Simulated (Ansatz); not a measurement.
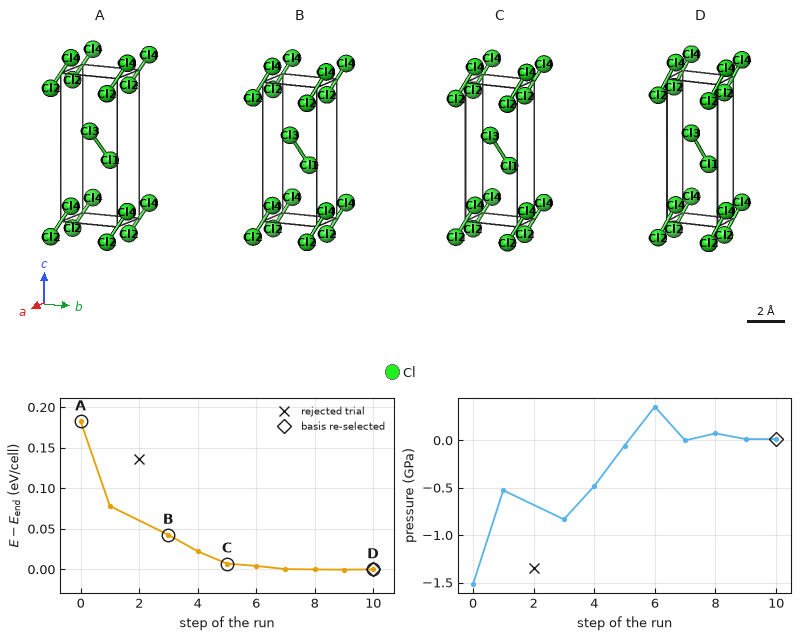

Frames of a relaxation of crystalline Cl (set up in Cmce), marked on the history of the run. Style: ball-and-stick. Shown: the cell of the calculation, slightly off an axis.

The run lets cell and atoms move.

The calculation used Ansatz 0.2.0, Kohn-Sham DFT of a periodic cell, PBEsol with D3(BJ), Ansatz PAW.

The input:
```yaml
crystal:
  lattice:
    - [3.145, -2.25, 0.0]
    - [3.145, 2.25, 0.0]
    - [0.0, 0.0, 8.21]
  atoms:
    - { symbol: Cl, position: [0.37, 0.63, 0.4] }
    - { symbol: Cl, position: [0.13, 0.87, 0.9] }
    - { symbol: Cl, position: [0.63, 0.37, 0.6] }
    - { symbol: Cl, position: [0.87, 0.13, 0.1] }
hamiltonian:
  xc: pbesol
  pseudopotentials: { kind: paw }
  dispersion: d3bj
kpoints:
  mp_grid: { grid: [7, 7, 4] }
scf:
  occupations: { method: fermi_dirac, width: 0.05 }
output:
  forces: true
  stress: true
  eigenvalues: true
  write_density: true
  write_potential: true
  elf: true
  volumetric_format: npy
relax:
  f_tol: 0.01
  max_steps: 40
  cell: { stress_tol: 0.05 }
```

Launched with:
```bash
ansatz run input.yaml --threads 2 --pin off --max-ram 5632MiB --backend cpu --events-out ev --progress --plain --runs-dir out
```

Describe the path.

After 8 accepted moves (10 points after the start) the energy has fallen by 0.182 eV per cell of the calculation. Largest force component: 0.17 eV/Å at the start, 0.0022 eV/Å at the end. The pressure goes from −1.52 to 0.01 GPa. The line search rejected the trial step at point 2 of the run. The SCF was repeated once at an unchanged geometry on a basis and grid sized afresh for the cell, which shifted the energy by 0.3 meV per cell of the calculation at most. The largest moves relative to the cell, 0.097 Å, are those of Cl1, Cl2, Cl3 and Cl4. Cl4 goes along +c. The volume changes by −18.1 %, with a = b 3.867 → 3.699 Å (−4.3 %), c 8.210 → 7.878 Å (−4.0 %), γ 71.2° → 62.0°. Near-neighbour distances that change, for instance: Cl1–Cl3 2.016 → 2.037 Å. The space group stays Cmce (No. 64). From step 0 to 3: Cl atoms move most (0.08 Å), volume −12.9 %, energy −0.140 eV per cell of the calculation. From step 3 to 5: Cl atoms move most (0.03 Å), volume −5.8 %, energy −35.4 meV per cell of the calculation. From step 5 to 10: Cl atoms move most (0.03 Å), volume −0.2 %, energy −7.1 meV per cell of the calculation.
